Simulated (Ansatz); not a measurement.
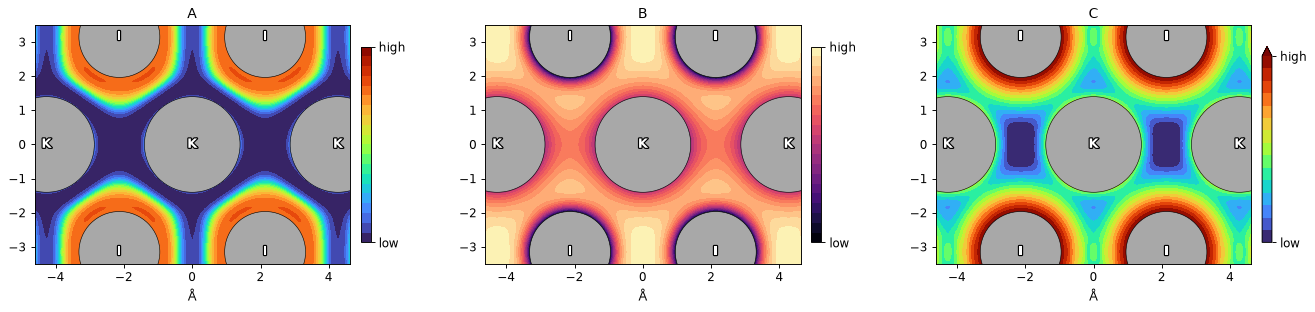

KI: 3 fields on the (11̄0) plane of the conventional cell, with unlabelled colour scales. Grey discs cover the atomic cores.

Space group P4/mmm; started from the CsCl prototype, which need not be the ambient phase; changed on purpose from its base cell (epitaxial xy strain +3.8%).

Computed with DFT, HSE06, plane waves, PAW (Ansatz).

```cif
data_structure
_symmetry_space_group_name_H-M 'P 1'
_symmetry_Int_Tables_number 1
_cell_length_a 4.4519
_cell_length_b 4.4519
_cell_length_c 4.2680
_cell_angle_alpha 90.000
_cell_angle_beta 90.000
_cell_angle_gamma 90.000
_cell_volume 84.59
loop_
_atom_site_label
_atom_site_type_symbol
_atom_site_fract_x
_atom_site_fract_y
_atom_site_fract_z
_atom_site_occupancy
K1 K 0.00000 0.00000 0.00000 1
I1 I 0.50000 0.50000 0.50000 1
```

Question: The panels show electron localisation function, electrostatic potential energy of an electron and valence pseudo-density in some order. Assign them.

Answer: Panel A: electron localisation function. Panel B: electrostatic potential energy of an electron (low next to the atoms, rising into the space between them). Panel C: valence pseudo-density. From the grid: K–I (3.80 Å): ρ at the midpoint is about 0.06 e/Å³, with its minimum of 0.04 e/Å³ about 1.6 Å from K; the ELF peaks at about 0.80 in the valence shell of I, 1.4 Å from its nucleus, and drops to about 0 between the two atoms: an ionic contact with no shared pair.
